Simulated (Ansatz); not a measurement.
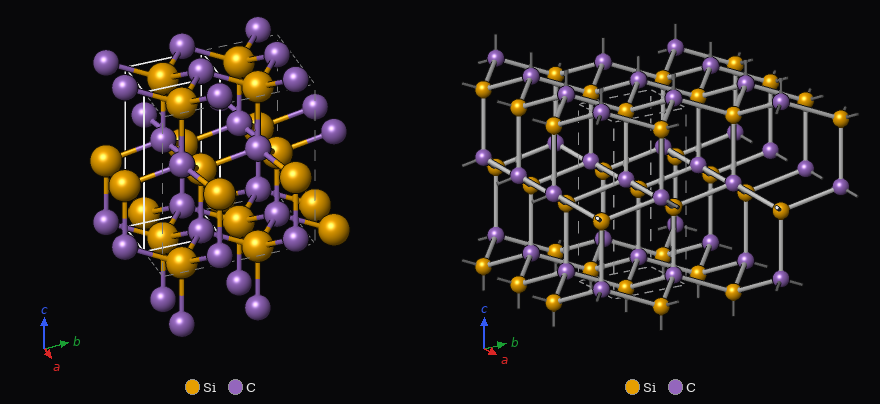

Left: the structure. Right: its underlying net. Nodes are coloured by element. Short stubs are edges that leave the cut-out.

The compound is SiC (space group P6_3mc, No. 186), taken as a calculation's input that goes back to an entry of the Crystallography Open Database (an earlier step may have relaxed or displaced it).

Bonds are taken as C–Si below 2.2 Å; no other contact counts. The graph is simplified in the usual way: terminal and isolated atoms are pruned, two-connected atoms become edges.

The result is a uninodal 4-connected, three-periodic net: Si and C are 4-connected nodes. It is the lon net, known from lonsdaleite, wurtzite and tridymite. It is a single net, without interpenetration.

```json
{"node": "Si and C", "links": "4", "point symbol": "6⁶", "coordination sequence": "4 12 25 44"}
```
